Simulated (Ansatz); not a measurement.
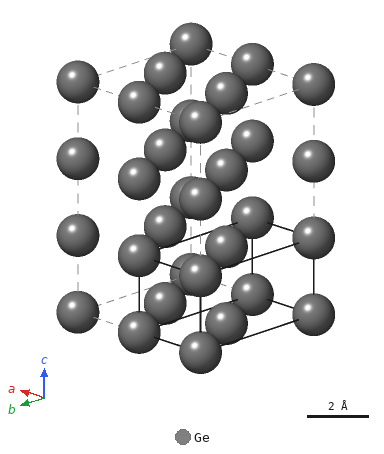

A spheres-only rendering, viewed from a general direction. The solid frame is a single conventional unit cell within a 2×1×3 block.

Ge, space group Cmmm (No. 65), a = 2.86 Å, b = 5.33 Å, c = 2.70 Å, α = 90.00°, β = 90.00°, γ = 90.00°.

The calculation used DFT r2SCAN, scalar-relativistic, plane waves, PAW in Ansatz, with a basis cut at 500 eV, k-points about 0.13 Å⁻¹ apart, Gaussian smearing of 0.15 eV, no spin polarisation.

Question: Is it conducting or gapped at this level?

Answer: A metal: bands cross the Fermi level.

Question: What is the pressure at this volume?

Answer: The computed pressure is -5.7 GPa (stretched: it would shrink). The stress isn't hydrostatic: its largest component is 7.0 GPa.

Origin of the cell: a structure listed in the Materials Project. The cell was then strained or its atoms displaced on purpose. It went into a calculation with Ansatz.

At this level of theory the run's own cell isn't at rest (stretched, at -6 GPa), so its distances can differ from those at equilibrium, the more so the softer the solid.
